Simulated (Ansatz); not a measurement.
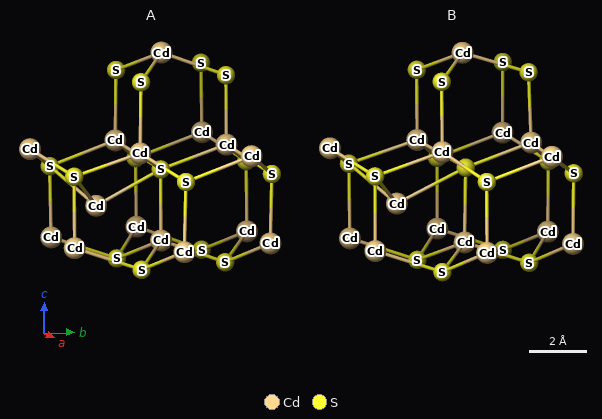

Two geometries of a defect cell of composition Cd49S48, drawn at one scale. One is the start of a relaxation, the other its converged end. Style: ball-and-stick. Shown: the atoms within 5.8 Å of the atom that moves most (axes of the cell of the calculation (origin shifted)), slightly off an axis.

Level of theory: DFT, PBEsol, PAW, plane waves (Ansatz). (plane-wave cutoff 420 eV; k-point mesh 1 × 1 × 1; mesh shifted by (0.25, 0.25, 0.25); no spin polarisation; atoms relaxed in a fixed cell; force threshold 0.03 eV/Å; at most 80 steps)

Which geometry has the lower energy?

Answer. Structure B is the relaxed one. After 3 geometry steps the energy has fallen by 0.842 eV per cell of the calculation. Largest force component: 1.1 eV/Å at the start, 0.014 eV/Å at the end. An S atom moves most: 0.16 Å along [0 2 1]. Largest moves by element: S 0.16 Å, Cd 0.15 Å. The lattice vectors keep their values. Near-neighbour distances that change, for instance: Cd–Cd 2.686 → 2.855 Å, Cd–Cd 2.711 → 2.861 Å, Cd–S 2.535 → 2.670 Å, Cd–S 2.653 → 2.786 Å. Among the angles between lasting bonds that change: S–Cd–S 107.0° → 114.0°, Cd–S–Cd 75.5° → 71.5°, Cd–S–Cd 110.9° → 107.5°.
